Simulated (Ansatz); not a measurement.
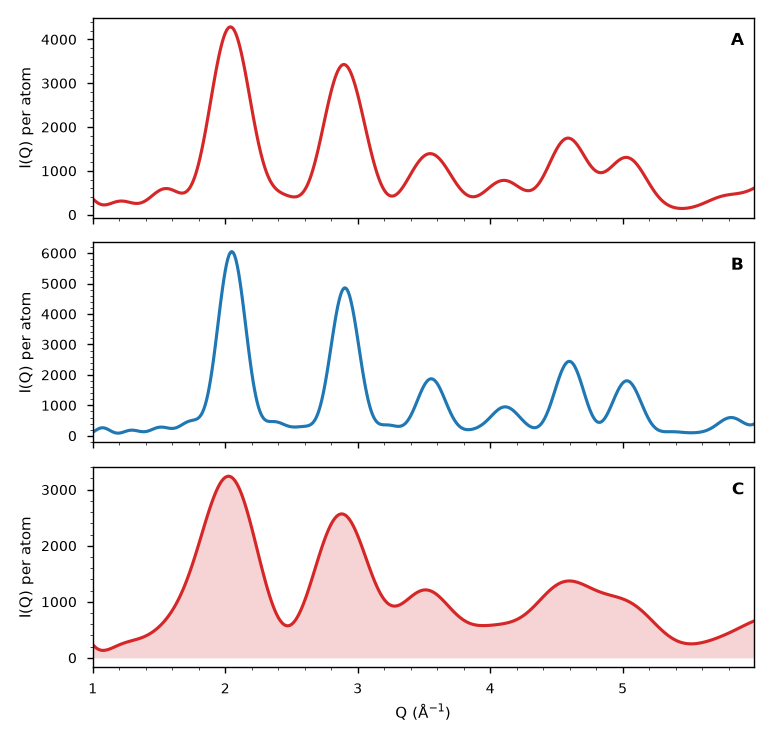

X-ray scattering of spheres cut from the crystal structure of Sn (Pm-3m, a = 3.054 Å, b = 3.054 Å, c = 3.054 Å, α = 90.00°, β = 90.00°, γ = 90.00°), calculated atom by atom with the Debye equation (B = 0.5 Å², no relaxation of the surface). Structure used: coordinates from a relaxation with Ansatz 0.2.0, DFT r2SCAN, scalar-relativistic, plane waves, PAW; the starting structure was generated, so it need not be a known form of this composition.

The spheres are 14, 20 and 28 Å across. Which curve is which?

curve A: 20 Å (147 atoms); curve B: 28 Å (437 atoms); curve C: 14 Å (57 atoms). Peak widths go roughly as 2π/D, so the largest sphere has the sharpest peaks.

Index the main peaks of the largest sphere.

Q ≈ 2.05 Å⁻¹: 100; Q ≈ 2.90 Å⁻¹: 110; Q ≈ 3.56 Å⁻¹: 111; Q ≈ 4.11 Å⁻¹: 200; Q ≈ 4.60 Å⁻¹: 210; Q ≈ 5.03 Å⁻¹: 211.
